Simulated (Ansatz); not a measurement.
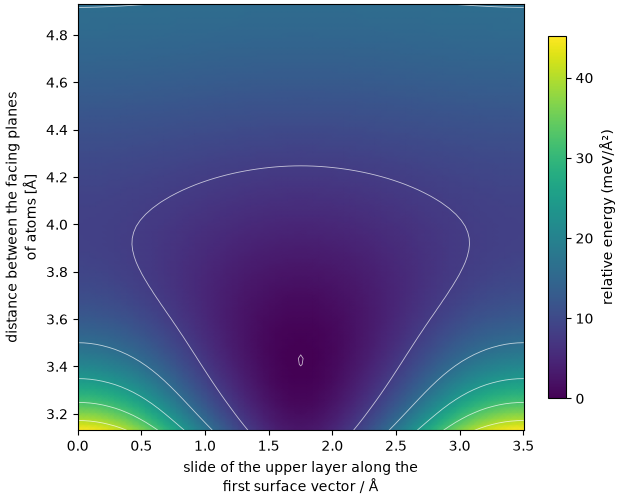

A bilayer of two Te₂Mo sheets (1H type), the upper one turned by 180 degrees about the normal (6 atoms in the cell). The upper layer of a bilayer is slid along a line and lifted, both layers rigid. The first coordinate is: slide of the upper layer along the first surface vector, from Te4 above Te3; the second: distance between the facing planes of atoms. The grid has 6 × 6 points; 24 points were computed and 12 follow by symmetry. Points are written as (first, second). Energies: meV/Å², counted from the lowest grid point. These are results of DFT PBE+D3(BJ), scalar-relativistic, plane waves, PAW in Ansatz, not measurements. Settings: cutoff 420 eV, k-mesh 9×9×1, gaussian smearing 0.05 eV, no spin polarisation.

In the figure: a smooth colour map with a few white contour lines. Between grid points the surface is interpolated.

The lowest grid point is at (1.75 Å, 3.40 Å). It is the only kind of minimum in the scanned range. The highest grid point, (0.00 Å, 3.13 Å), lies 45.2 meV/Å² above the lowest. On the interpolated surface the easiest way out of the lowest well to its copy in the next cell or period passes a barrier of about 8.7 meV/Å².

The upper layer is now not turned; all else is set up alike.

Q: How does the landscape change?

A: The minimum (interpolated where it lies between grid points) moves from about (1.75 Å, 3.43 Å) to (1.75 Å, 3.40 Å). The span from the lowest to the highest grid point grows from 45.2 to 51.1 meV/Å². The easiest pass out of the lowest well goes from about 8.7 to about 9.9 meV/Å² on the interpolated surfaces. The curvature at the minimum changes from about 0.32 to 0.38 eV/Å² along the first coordinate and by less than a tenth (about 0.55) eV/Å² along the second coordinate (per cell).

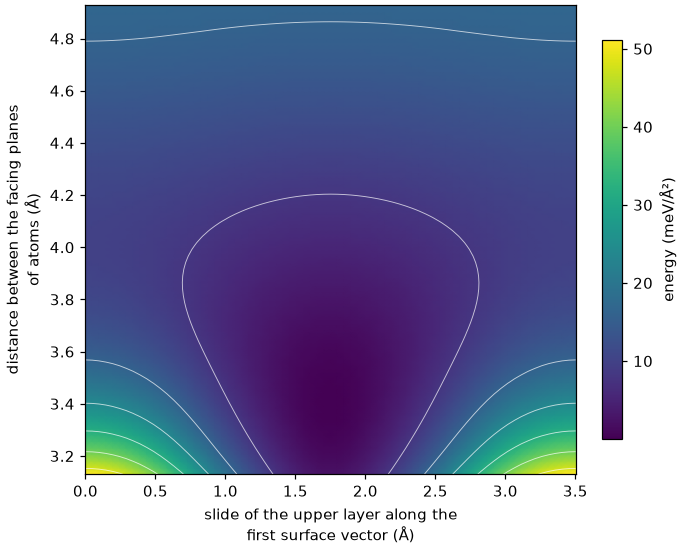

The map after the change, on a colour scale of its own. The picture shows a smooth colour map with a few white contour lines. Between grid points the surface is interpolated.

PAW datasets: the set soft_1.
